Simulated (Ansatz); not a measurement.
**VBiO4: density, localisation and related maps**

```cif
data_structure
_symmetry_space_group_name_H-M 'P 1'
_symmetry_Int_Tables_number 1
_cell_length_a 7.3030
_cell_length_b 7.3030
_cell_length_c 6.5840
_cell_angle_alpha 90.000
_cell_angle_beta 90.000
_cell_angle_gamma 90.000
_cell_volume 351.15
loop_
_atom_site_label
_atom_site_type_symbol
_atom_site_fract_x
_atom_site_fract_y
_atom_site_fract_z
_atom_site_occupancy
Bi1 Bi 0.00000 0.00000 0.00000 1
Bi2 Bi 0.50000 0.50000 0.50000 1
Bi3 Bi 0.00000 0.50000 0.25000 1
Bi4 Bi 0.50000 0.00000 0.75000 1
V1 V 0.50000 0.00000 0.25000 1
V2 V 0.00000 0.50000 0.75000 1
V3 V 0.00000 0.00000 0.50000 1
V4 V 0.50000 0.50000 0.00000 1
O1 O 0.32200 0.50000 0.16700 1
O2 O 0.82200 0.00000 0.66700 1
O3 O 0.00000 0.32200 0.91700 1
O4 O 0.50000 0.82200 0.41700 1
O5 O 0.17800 0.00000 0.66700 1
O6 O 0.67800 0.50000 0.16700 1
O7 O 0.50000 0.17800 0.41700 1
O8 O 0.00000 0.67800 0.91700 1
O9 O 0.32200 0.00000 0.08300 1
O10 O 0.82200 0.50000 0.58300 1
O11 O 0.00000 0.17800 0.33300 1
O12 O 0.50000 0.67800 0.83300 1
O13 O 0.67800 0.00000 0.08300 1
O14 O 0.17800 0.50000 0.58300 1
O15 O 0.00000 0.82200 0.33300 1
O16 O 0.50000 0.32200 0.83300 1
```

Space group I4₁/amd; not relaxed (largest force 0.9 eV/Å); the program warned that a starting moment wasn't kept; spin-polarised, but the moments vanished.

The calculation used Ansatz, Kohn-Sham DFT of a periodic cell, PBEsol, Ansatz PAW.

The density is the valence pseudo-density of a PAW calculation; it isn't the true density close to the nuclei.

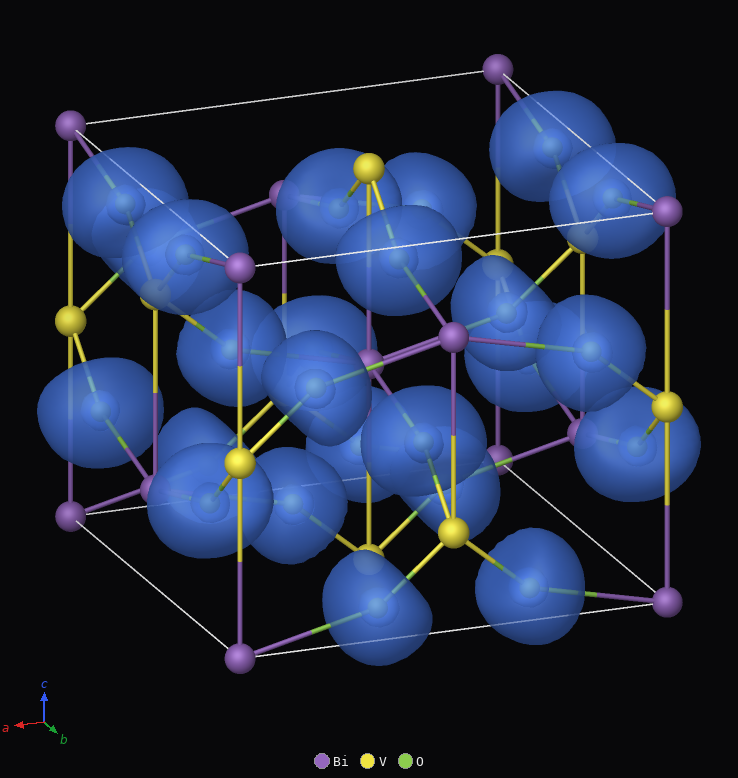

Figure 1. Isosurface of the electron localisation function at 0.65 (blue), seen at an oblique angle. Core shells and regions of very low density are left out. Sticks mark near contacts.

Question: What do the ELF domains correspond to?

Answer: At this value the surface marks out 16 regions wrapped around O (the valence shell of each), counted in one cell of 24 atoms. Any copies at cell faces, edges or corners count once.


V–O (1.70 Å): the ELF peaks at about 0.80 in the valence shell of O, 0.5 Å from its nucleus, and is about 0.30 at the midpoint; no localised pair shows between them. Bi–O (2.41 Å): the ELF is about 0.20 at the midpoint: no shared electron pair shows on this line.

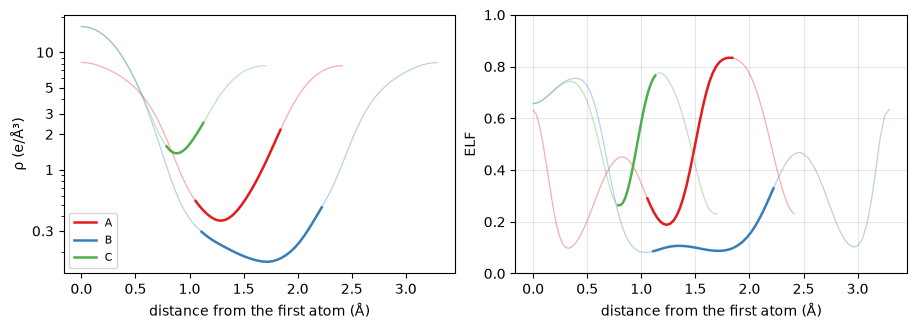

Figure 2. Valence pseudo-density and ELF along straight lines between neighbouring atoms. Thin, pale parts lie inside the atomic spheres.

Question: Which curve belongs to which contact (Bi–O, V–Bi and V–O)? The first atom named is at distance zero.

Answer: Curve A: Bi–O (2.41 Å): ρ is about 0.39 e/Å³ halfway; the ELF is about 0.20 at the midpoint: no shared electron pair shows on this line. Curve B: V–Bi (3.29 Å): the density is about 0.17 e/Å³ at the midpoint; the ELF is about 0.10 at the midpoint: no localised pair shows between them. Curve C: V–O (1.70 Å): ρ is about 1.4 e/Å³ halfway; the ELF peaks at about 0.80 in the valence shell of O, 0.5 Å from its nucleus, and is about 0.30 at the midpoint: no shared electron pair shows on this line.

Question: Metal or insulator at this level of theory?

Answer: It is gapped, with a Kohn–Sham gap of 2.8 eV on the k-point mesh, an upper bound to the gap of this method.
